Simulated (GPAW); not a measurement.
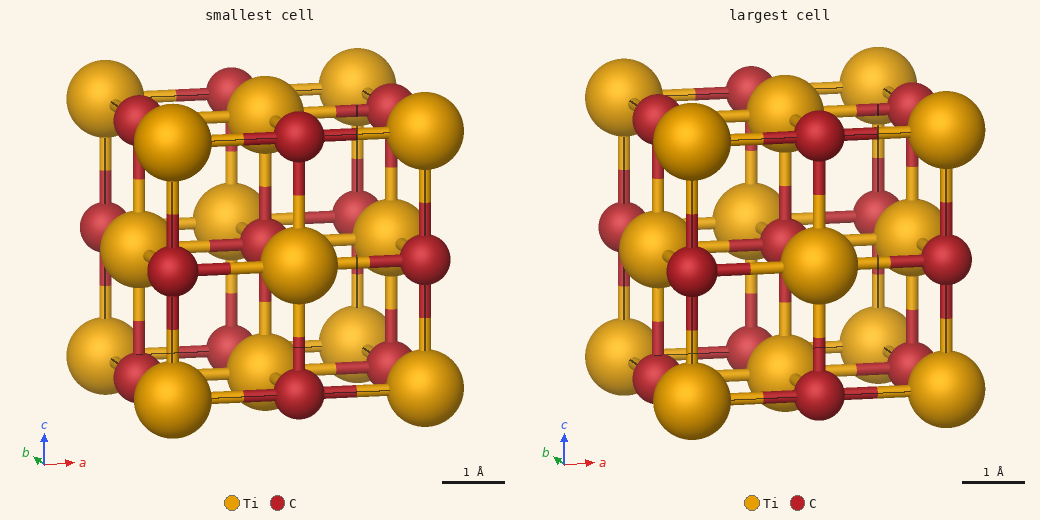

TiC, rock salt (NaCl type), space group Fm-3m (No. 225), relaxed (cell and atoms, zero pressure) with four choices of dispersion term on top of PBEsol; the smallest and the largest of the relaxed conventional cells are drawn to one scale (sticks follow a distance rule). The start was a structure listed in the Materials Project.

Alike in all runs: GPAW 26.7.0; functional PBEsol; potentials PAW data sets generated in the run's folder for this functional; cutoff 800 eV; k mesh 11 × 11 × 11 on the run's cell of 2 atoms; occupations fermi-dirac, width 0.05 eV; no spin polarisation; no spin-orbit coupling. All runs are metallic.

| level | volume (Å³/atom) | a (Å) |
| --- | --- | --- |
| D4 | 9.82 | 4.283 |
| D3(BJ) | 9.68 | 4.263 |
| D3(BJ)-ATM | ? | ? |
| none | 9.93 | 4.298 |

**Fill in the row of D3(BJ)-ATM.**

Volume 9.73 Å³/atom; a 4.270 Å. That is between D3(BJ) and D4 in volume.

**Order the levels by the relaxed volume, smallest first.**

D3(BJ) (9.68 Å³/atom), D3(BJ)-ATM (9.73 Å³/atom), D4 (9.82 Å³/atom), none (9.93 Å³/atom). Rows within a few tenths of a per cent can't be told apart.

Caveat: later steps reuse the first step's grids; pairwise dispersion terms can overbind metals strongly.
